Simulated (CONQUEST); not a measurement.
# GaSb: 7 runs along one coordinate

System: GaSb (4 atoms in the cell).
Method: Kohn-Sham DFT of a periodic cell, PBE, PseudoDojo NC PBE, no spin polarisation (CONQUEST 1.3).

The 7 runs differ only in the geometry, by an even scaling of the cell at fixed fractional positions. The structure derives from an entry of the Crystallography Open Database.

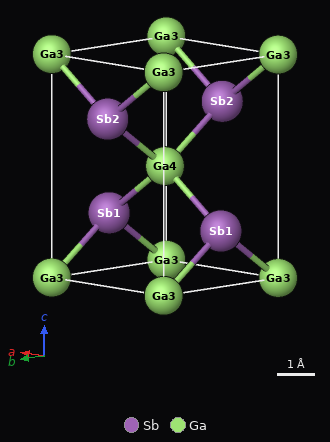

Figure 1. The structure of run 4 (ball-and-stick view of the cell of the calculation, seen at an oblique angle; atoms are numbered from 1 in the order of the input).

## Input of run 4
```
IO.Title GaSb
IO.Coordinates coords.dat
IO.FractionalAtomicCoords T
IO.Iprint 2
IO.Iprint_init 1
General.NumberOfSpecies 2
General.PseudopotentialType hamann
AtomMove.TypeOfRun static
AtomMove.FullStress T
Grid.PointsAlongX 48
Grid.PointsAlongY 48
Grid.PointsAlongZ 60
DM.SolutionMethod diagon
Diag.MPMesh T
Diag.GammaCentred T
Diag.MPMeshX 6
Diag.MPMeshY 6
Diag.MPMeshZ 5
Diag.kT 0.00183747
minE.SCTolerance 1e-6
SC.MaxIters 100
IO.AtomChargeOutput T
%block ChemicalSpeciesLabel
1 121.750 Sb
2 69.720 Ga
%endblock
```

Command:
```bash
Conquest
```

Lattice vectors (Å) and fractional positions of run 4:
```
   4.326079    0.000000    0.000000
   0.000000    4.326079    0.000000
   0.000000    0.000000    6.118000
Sb  0.000000  0.500000  0.250000
Sb  0.500000  0.000000  0.750000
Ga  0.000000  0.000000  0.000000
Ga  0.500000  0.500000  0.500000
```

Run 5 has the same physical settings and fractional positions; its lattice vectors (Å) are:
```
   4.354730    0.000000    0.000000
   0.000000    4.354730    0.000000
   0.000000    0.000000    6.158518
```

## Results, with one run withheld

```csv
run,volume per atom (Å³),"free energy per atom, from the lowest run given (meV)",pressure (GPa),gap on the mesh (eV)
1,26.907,60.65,6.73,0.46
2,27.480,38.93,5.34,0.30
3,28.052,22.91,3.69,0.14
4,28.625,11.85,2.60,0.00
5,29.197,?,?,?
6,29.770,0.15,0.53,0.00
7,30.342,0.00,−0.43,0.00
```

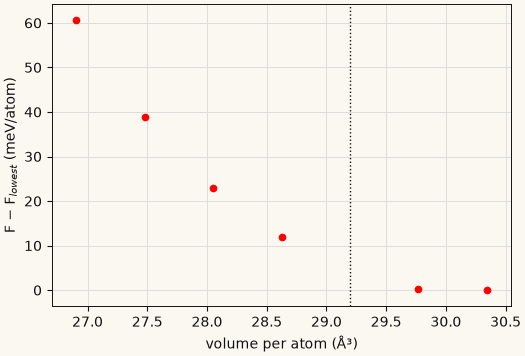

Figure 2. Free energy per atom of the runs given; the dotted line marks run 5.

Fit the runs given and predict run 5.

A cubic polynomial in V^(−2/3) (the Birch–Murnaghan form), fitted to the 6 runs given, misses them by at most 0.33 meV per atom. With x = V^(−2/3) − 0.10721 Å⁻², it reads F = 13.888 + 7182.3 x + 9.4147e+05 x² + 7.6923e+06 x³ (meV per atom). At run 5 it gives 4.18 meV per atom, and the run itself gives 4.15. The slope of the fit gives a pressure −dF/dV of 1.53 GPa there, and the run prints 1.65 GPa. The two needn't agree exactly: the fit is approximate, and the printed stress is taken on a finite basis. The fit has its minimum at 30.164 Å³ per atom, where V d²F/dV² gives 42.7 GPa: the bulk modulus at this level, since symmetry fixes the shape and the positions. The gap on the mesh lies between 0.00 eV (run 4) and 0.46 eV (run 1); run 5 has 0.00 eV. These are gaps of this functional on this mesh, which can miss the band edges; they aren't the measured gap.

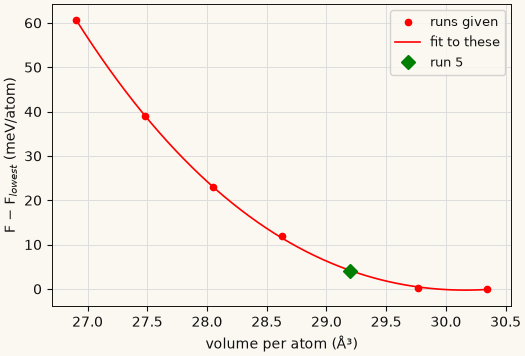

Figure 3. The fit and the withheld run.

## Some lines of the output (run 5)
```
[...]
      Using Fermi-Dirac smearing
          Free Energy (E-TS)               :      -334.805915476627263 Ha
          DFT Total Energy                 :      -334.801896240496603 Ha
          Free Energy (E-TS)               :      -334.803718611879845 Ha
          DFT Total Energy                 :      -334.803388720708483 Ha
          Free Energy (E-TS)               :      -334.803473613690983 Ha
          DFT Total Energy                 :      -334.803418941111261 Ha
          Free Energy (E-TS)               :      -334.803469603760504 Ha
          DFT Total Energy                 :      -334.803420251593934 Ha
          Free Energy (E-TS)               :      -334.803469008394529 Ha
          DFT Total Energy                 :      -334.803419976659029 Ha
      | Free Energy as E-TS      =      -334.803469008394529 Ha
      |* DFT total energy        =      -334.803419976659029 Ha
    force: Average pressure:      1.64626541 GPa
```

Notes: Points of doubt noted for this run: small atomic basis. With a small basis of atomic orbitals these values can differ much from converged plane-wave results.
